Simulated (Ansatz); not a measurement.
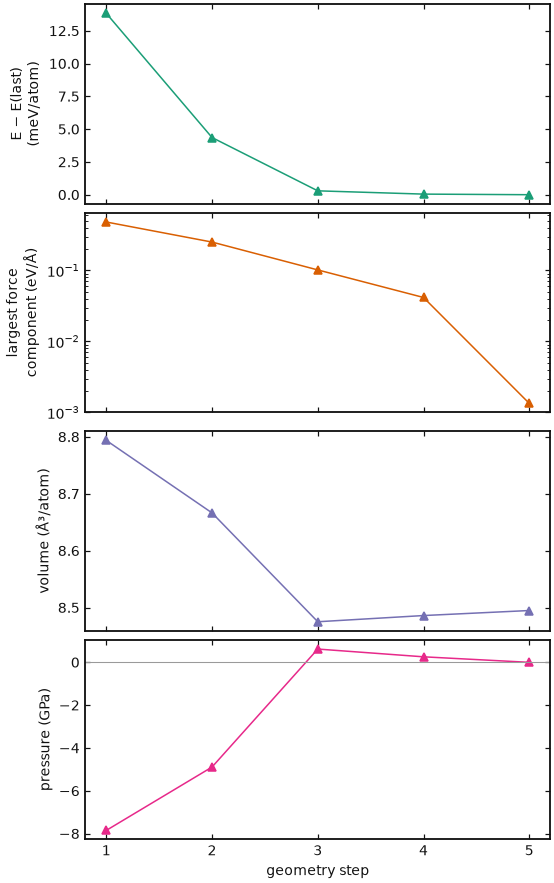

History of a geometry optimisation. Atoms and cell relax. A closing SCF on a freshly chosen basis isn't drawn.

```
crystal:
  lattice:
    - [5.1885867, 0.0, 0.0]
    - [2.95524468, 4.26473452, 0.0]
    - [2.95524468, 1.54759732, 3.97403179]
  atoms:
    - { symbol: Al, position: [0.355, 0.355, 0.355] }
    - { symbol: Al, position: [0.145, 0.145, 0.145] }
    - { symbol: Al, position: [0.645, 0.645, 0.645] }
    - { symbol: Al, position: [0.855, 0.855, 0.855] }
    - { symbol: O, position: [0.553, 0.947, 0.25] }
    - { symbol: O, position: [0.25, 0.553, 0.947] }
    - { symbol: O, position: [0.947, 0.25, 0.553] }
    - { symbol: O, position: [0.447, 0.053, 0.75] }
    - { symbol: O, position: [0.75, 0.447, 0.053] }
    - { symbol: O, position: [0.053, 0.75, 0.447] }
  symmetry: { tolerance: 0.0003 }
kpoints:
  mp_grid: { grid: [5, 5, 5], shift: [0, 0, 0] }
magnetization:
  spin_polarized: false
scf:
  occupations: { method: fermi_dirac }
  lower_state_search: "off"
hamiltonian:
  pseudopotentials: { kind: paw }
  xc: r2scan
basis:
  ecutwfc: 500
  fft_grid_basis: typed
relax:
  max_steps: 40
  cell: { p_target: 0.0 }
output:
  forces: true
  stress: true
  eigenvalues: true
  bader: true
  populations: true
  elf: true
  write_potential: true
  volumetric_format: npy
  dos:
    e_range: [-12, 8]
    de: 0.05
    projected: { site_lists: { Al: [Al], O: [O] } }
  write_density: true
checkpoint:
  read: saved_state
```

Launched with:
```bash
ansatz run input.yaml --threads 2 --pin off --max-ram 2560MiB --backend cpu --events-out ev --progress --plain --runs-dir out
```

How did it end, and what did it gain?

Answer. The optimisation met its thresholds at geometry 5, counting the start as the first. The energy fell by about 14 meV/atom from the first step to the last. The largest force component goes from about 0.48 eV/Å at the start to 1.3 × 10⁻³ eV/Å at the end.

What happens to the cell?

Answer. The volume shrinks from 8.79 to 8.49 Å³ per atom (−3.4 %), as the pressure goes from −7.8 GPa to about 0 GPa. The start was expanded.
